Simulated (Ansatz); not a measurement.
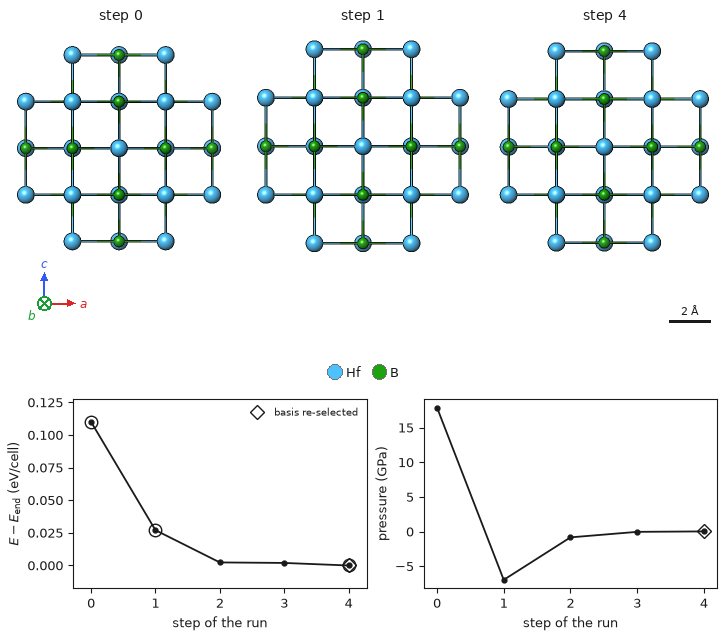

Frames of a relaxation of a crystal of HfB (set up in Fm-3m), marked on the history of the run. Style: ball-and-stick. Shown: the conventional cell (4 times the calculation's cell), along the b axis. Lengths and directions refer to the drawn axes.

The run lets cell and atoms move.

Theory: Ansatz, Kohn-Sham DFT of a periodic cell, LDA, Ansatz PAW.

Input file:
```yaml
crystal:
  lattice:
    - [0.0, 2.31, 2.31]
    - [2.31, 0.0, 2.31]
    - [2.31, 2.31, 0.0]
  atoms:
    - { symbol: Hf, position: [0.5, 0.5, 0.5] }
    - { symbol: B, position: [0.0, 0.0, 0.0] }
hamiltonian:
  xc: lda
  pseudopotentials: { kind: paw }
kpoints:
  mp_grid: { grid: [10, 10, 10] }
scf:
  occupations: { method: fermi_dirac, width: 0.05 }
output:
  forces: true
  stress: true
  eigenvalues: true
relax:
  f_tol: 0.01
  max_steps: 40
  cell: { stress_tol: 0.05 }
```

Run as
```bash
ansatz run input.yaml --threads 2 --pin off --max-ram 5632MiB --backend cpu --events-out ev --progress --plain --runs-dir out
```

Q: What happens along the run?

A: After 3 accepted moves (4 points after the start) the energy has fallen by 0.110 eV per cell of the calculation. All forces vanish by symmetry, so only the cell relaxes. The pressure goes from 17.91 to 0.04 GPa. At 1 point the geometry stayed and the basis and grid were re-selected for the new cell (energy shift of 2.0 meV per cell of the calculation at most each time). No atom moves by more than 0.005 Å relative to the cell. The volume changes by +8.5 %, with a = b = c 4.620 → 4.748 Å (+2.8 %). Near-neighbour distances that change, for instance: Hf–Hf 3.267 → 3.357 Å, B–Hf 2.310 → 2.374 Å. The space group stays Fm-3m (No. 225). Cost: 3.8 s on 2 threads of Arm Neoverse V2 (shared host), peak memory 0.31 GiB. From step 0 to 1: volume +12.9 %, energy −83.0 meV per cell of the calculation. From step 1 to 4: volume −3.9 %, energy −27.1 meV per cell of the calculation.

```json
{"step": "0", "E − E(0), meV/atom": "0.00", "pressure, GPa": "17.91", "volume, Å³/atom": "12.326", "note": ""}
{"step": "1", "E − E(0), meV/atom": "-41.51", "pressure, GPa": "-6.95", "volume, Å³/atom": "13.918", "note": ""}
{"step": "2", "E − E(0), meV/atom": "-53.88", "pressure, GPa": "-0.82", "volume, Å³/atom": "13.433", "note": ""}
{"step": "3", "E − E(0), meV/atom": "-54.08", "pressure, GPa": "-0.03", "volume, Å³/atom": "13.376", "note": ""}
{"step": "4", "E − E(0), meV/atom": "-55.05", "pressure, GPa": "0.04", "volume, Å³/atom": "13.376", "note": "same geometry, new basis"}
```
